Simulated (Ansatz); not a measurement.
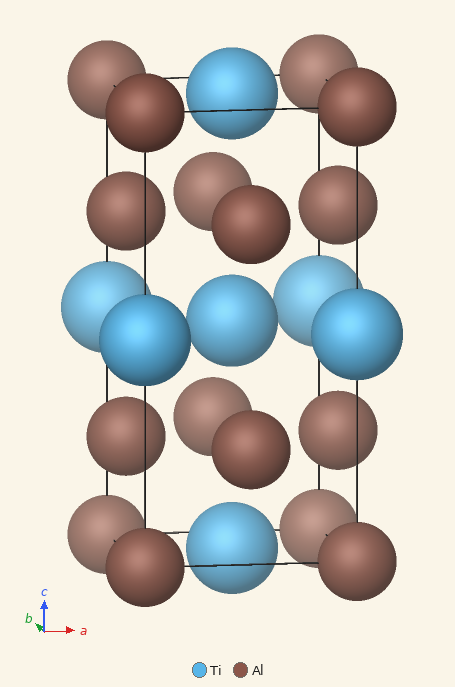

The crystal in a spheres-only representation, seen slightly off an axis. The box is the conventional unit cell; atoms on or close to its faces, edges and corners are drawn wherever they repeat. Cell: a = 3.88 Å, b = 3.88 Å, c = 8.30 Å, α = 90.00°, β = 90.00°, γ = 90.00°.

Provenance: a structure listed in the Materials Project. Earlier steps of the study, as a rule a relaxation of our own, may have changed the cell and positions, so they can lie some per cent off the listed ones. A calculation with Ansatz used it as input.

State composition, symmetry and coordination.

Answer. The formula is Ti₃Al₅. The atoms follow space group P4/mmm (No. 123); the Bravais lattice is primitive tetragonal. Cell content: 3 Ti, 5 Al, that is 1 formula unit. Ti takes three kinds of site: 1b with eight Al and four Ti in a cuboctahedral arrangement (about 2.8 Å to Al, 2.7 Å to Ti); 1c with twelve Al in a cuboctahedral arrangement at about 2.7 to 2.9 Å; 1d with eight Al and four Ti in a cuboctahedral arrangement (about 2.8 Å to Al, 2.7 Å to Ti). Al takes two kinds of site: 4i with six Ti and six Al in a cuboctahedral arrangement (about 2.8 Å to Ti, 2.7 to 2.9 Å to Al); 1a with eight Al and four Ti in a cuboctahedral arrangement (about 2.9 Å to Al, 2.7 Å to Ti).

Computational set-up: DFT PBEsol, scalar-relativistic, plane waves, PAW in Ansatz, an energy cutoff of 420 eV, a 10×10×4 k-point grid, Gaussian smearing of 0.1 eV, no spin polarisation.

Does it come out as a metal, or with a gap?

Answer. A metal: bands cross the Fermi level.

What net charge does each kind of atom have (Bader)?

Answer. Ti +0.60 to +0.72 e; Al -0.42 to -0.25 e.

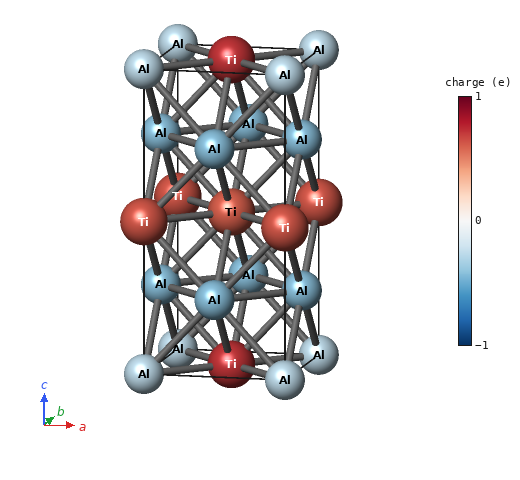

The atoms coloured by those charges. The run's cell of 8 atoms is drawn.

Is this the optimised geometry for these settings?

Answer. Yes. All forces vanish to within 0.01 eV/Å. The pressure is 0.0 GPa, close to zero.
